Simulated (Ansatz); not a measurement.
## Hg: 6 runs along one coordinate

System: Hg (4 atoms in the cell).
Method: DFT, revPBE, plane waves (420 eV) with PAW, scalar-relativistic, no spin polarisation (Ansatz 0.2.0).

The 6 runs differ only in the geometry, by an even scaling of the cell at fixed fractional positions.

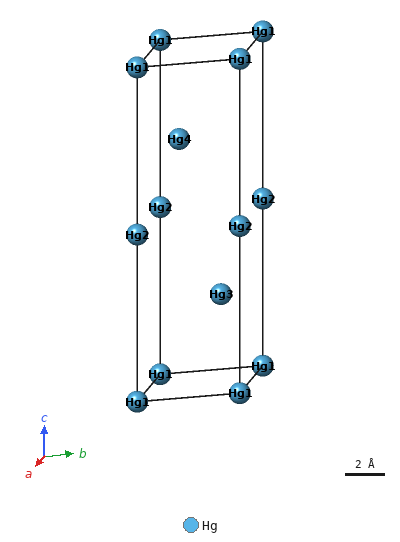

Figure 1. The structure of run 4 (ball-and-stick view of the cell of the calculation, seen slightly off an axis; atoms are numbered from 1 in the order of the input).

### Input of run 4
```yaml
crystal:
  lattice:
    - [5.5428117696, 0.0, 0.0]
    - [-2.7714058848, 4.8002158009, 0.0]
    - [0.0, 0.0, 17.8284298512]
  atoms:
    - { symbol: Hg, position: [0.0, 0.0, 0.0] }
    - { symbol: Hg, position: [0.0, 0.0, 0.5] }
    - { symbol: Hg, position: [0.3333333333, 0.6666666667, 0.25] }
    - { symbol: Hg, position: [0.6666666667, 0.3333333333, 0.75] }
hamiltonian:
  xc: revpbe
  pseudopotentials:
    kind: paw
    azcp:
      Hg: "pseudopotentials/Hg.paw.azcp"
basis:
  ecutwfc: 420
  fft_grid_basis: typed
kpoints:
  mp_grid: { grid: [8, 8, 2], shift: [0, 0, 0] }
magnetization:
  spin_polarized: false
scf:
  occupations: { method: fermi_dirac, width: 0.1 }
  lower_state_search: "off"
output:
  stress: true
```

Run 5 differs from it as follows:
```diff
-    - [5.5428117696, 0.0, 0.0]
-    - [-2.7714058848, 4.8002158009, 0.0]
-    - [0.0, 0.0, 17.8284298512]
+    - [5.615751868, 0.0, 0.0]
+    - [-2.807875934, 4.863383779, 0.0]
+    - [0.0, 0.0, 18.0630413591]
```

### Results, with one run withheld

| run | volume per atom (Å³) | free energy per atom, from the lowest run given (meV) | pressure (GPa) |
| --- | --- | --- | --- |
| 1 | 104.358 | 5.07 | 0.06 |
| 2 | 109.102 | 3.58 | 0.04 |
| 3 | 113.845 | 2.41 | 0.03 |
| 4 | 118.589 | 1.50 | 0.03 |
| 5 | 123.332 | ? | ? |
| 6 | 132.820 | 0.00 | 0.01 |

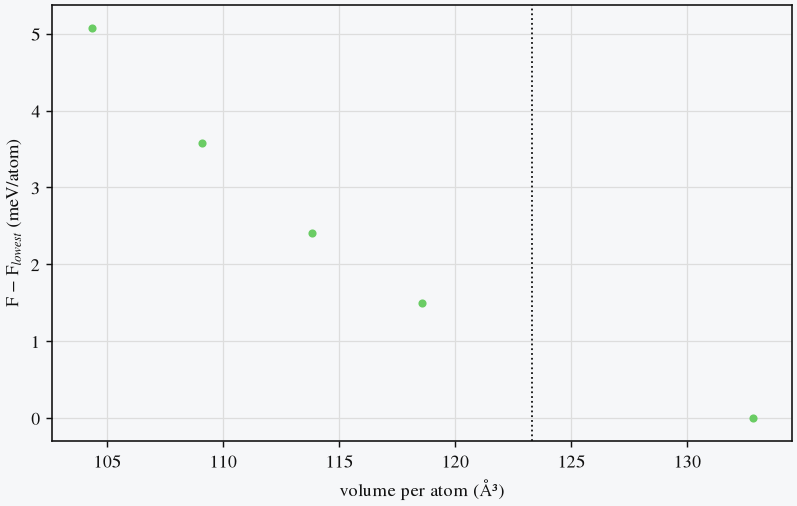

Figure 2. Free energy per atom of the runs given; the dotted line marks run 5.

Fit the runs given and predict run 5.

A cubic polynomial in V^(−2/3) (the Birch–Murnaghan form), fitted to the 5 runs given, misses them by under 0.01 meV per atom. With x = V^(−2/3) − 0.04227 Å⁻², it reads F = 2.1508 + 831.48 x + 69513 x² − 3.7895e+05 x³ (meV per atom). At run 5 it gives 0.82 meV per atom, and the run itself gives 0.82. The slope of the fit gives a pressure −dF/dV of 0.02 GPa there, and the run prints 0.02 GPa. The fit has no minimum inside this range.

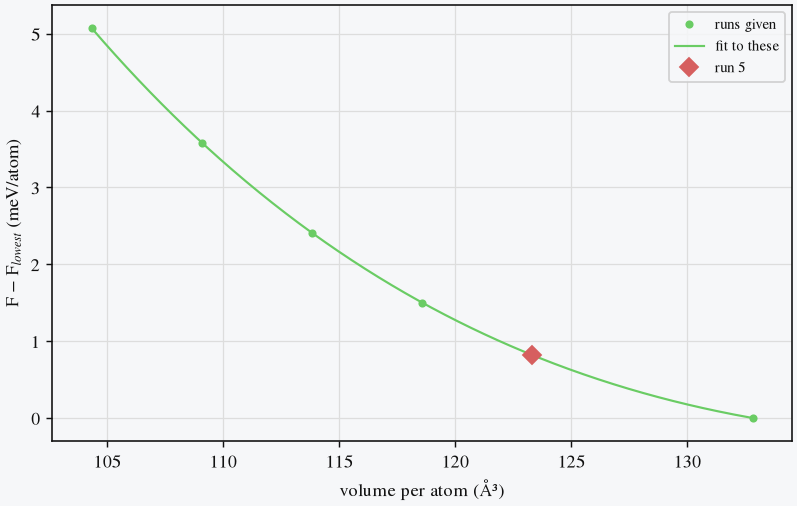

Figure 3. The fit and the withheld run.

### Output, shortened to warnings, some set-up lines, iterations and results (run 5)
```
Basis set: ecut = 420 eV, 9673 PW (Γ)
Symmetry: 24 space group operations
k-points: 20 of 128
Initial density: superposition of atomic densities (neutral atoms: chi_scale 0, normalization atom), corrected by the library's trained network
[...]
SCF iter   1: F=—  HF=-55296.160177 eV  |F-HF|=—  |Δ(HF+E_count)|=         —  Δρ=6.08e-4  dr2=2.88e-3  ethr=1.77e-3  ⟨swp⟩=6.6  Hψ=3255  notcnv=0  defer=1
SCF iter   2: F=—  HF=-55296.160532 eV  |F-HF|=—  |Δ(HF+E_count)|=   3.54e-4  Δρ=1.93e-4  dr2=2.78e-4  ethr=3.60e-6  ⟨swp⟩=2.0  Hψ=1560  notcnv=0
SCF iter   3: F=—  HF=-55296.160482 eV  |F-HF|=—  |Δ(HF+E_count)|=   4.99e-5  Δρ=8.35e-5  dr2=5.07e-5  ethr=3.48e-7  ⟨swp⟩=3.0  Hψ=1397  notcnv=0
SCF iter   4: F=—  HF=-55296.160414 eV  |F-HF|=—  |Δ(HF+E_count)|=   6.76e-5  Δρ=1.83e-5  dr2=2.01e-6  ethr=6.34e-8  ⟨swp⟩=2.0  Hψ=1397  notcnv=0
SCF iter   5: F=-55296.160412 eV  HF=-55296.160412 eV  |F-HF|=2.36e-7  |Δ(HF+E_count)|=   1.93e-6  Δρ=5.00e-6  dr2=9.69e-8  ethr=2.51e-9  ⟨swp⟩=2.0  Hψ=1397  notcnv=0
SCF iter   6: F=-55296.160412 eV  HF=-55296.160412 eV  |F-HF|=1.40e-8  |Δ(HF+E_count)|=   1.58e-7  Δρ=1.04e-6  dr2=5.16e-9  ethr=1.21e-10  ⟨swp⟩=3.0  Hψ=3394  notcnv=0
SCF 1 converged in 6 iterations: F = -55296.160412 eV  dr2 = 5.16e-9
SCF converged after 6 iterations
Free energy (F): -55296.160412 eV
Harris-Foulkes:  -55296.160412 eV  (|F-HF|=1.40e-8)
Internal energy: -55296.160412 eV  (E = F + TS)
E sigma→0 (E₀):  -55296.160412 eV
Fermi energy:    -0.587818 eV
--- Per-component energies (eV) ---
  E_band       = -2693.407421
  E_kinetic    = 2423.414344
  E_local      = -18655.398811  (includes V_loc(G=0)·N_el)
  E_nonlocal   = 290.238427
  E_hartree    = 8038.917265
  E_xc         = -881.412512
  E_vxc        = -1044.545119  (∫ρ·V_xc dr)
  E_paw        = -39827.828368  (= ΣΔE_a)
  E_vpaw       = -1784.959473  (= ΣTr[D̂ρ^β])
  E_aug_tail   = 0.003776  (compensation charges beyond the density's cutoff)
  E_ewald      = -6683.927261
  E_core_change = -0.167274  (= ΣΔE_core)
  E_smearing   = -0.000000  (= −TS)
  E_closure    = -0.000000  (closes the sum)
  Σ components = -55296.160412   (vs F -55296.160412, Δ=0.00e0)
--- Stress (GPa, compression-positive) ---
        0.018862       0.000000       0.000000
       -0.000000       0.018862       0.000000
        0.000000       0.000000       0.020465
  P = ⅓ Tr σ = 0.0194 GPa (0.194 kbar)
```

Notes: Spin–orbit coupling is left out, which matters for Hg.
